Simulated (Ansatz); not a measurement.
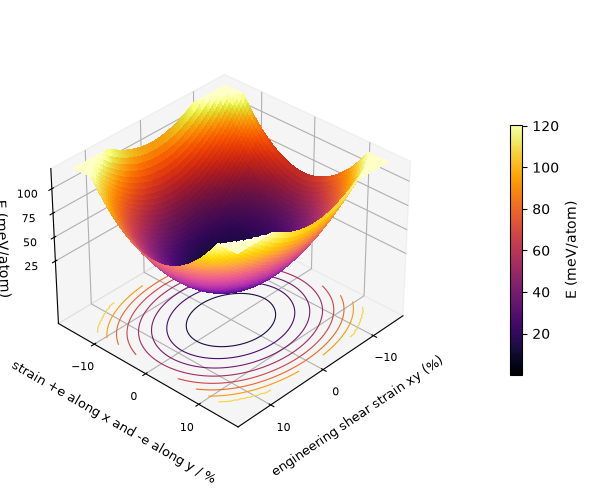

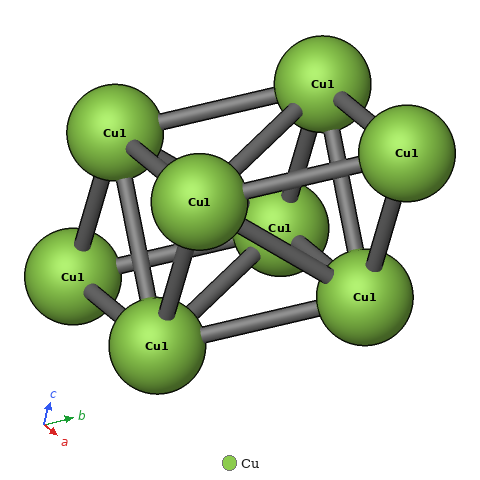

Energy landscape of Cu (Fm-3m, No. 225; 1 atom in the cell). The energy is mapped over two homogeneous strains (x, y and z along the cube axes). Coordinates scanned: (1) engineering shear strain xy; (2) strain +e along x and -e along y. Nothing is relaxed (symmetry fixes all fractional coordinates). Grid: 7 × 7 points; 16 points were computed and 33 follow by symmetry. Points are written as (first, second). All energies are given in meV/atom relative to the lowest grid point. These are results of Ansatz 0.2.0, DFT PBEsol, scalar-relativistic, plane waves, PAW, not measurements. Settings: cutoff 520 eV, k-mesh 22×22×22, gaussian smearing 0.15 eV, no spin polarisation.

The picture shows a relief with its contours projected below, any walls above the top of the colour scale cut off. Between grid points the surface is interpolated. The second picture is the structure at the lowest point

> What does the map say about the system?

The lowest grid point is at (0.0 %, 0 %). No other kind of well shows on this grid. The highest grid point, (−14.0 %, −15 %), lies 158 meV/atom above the lowest. Round the minimum the two coordinates are nearly uncoupled.

Each point was launched as `ansatz run input.yaml --threads 1 --pin off --max-ram 2048MiB --backend cpu --events-out ev --progress --plain --runs-dir out`. Time for the 16 points that were run: 14 min on 1 thread of Arm Neoverse N1, with other jobs on the host.

PAW datasets: the set soft_1.
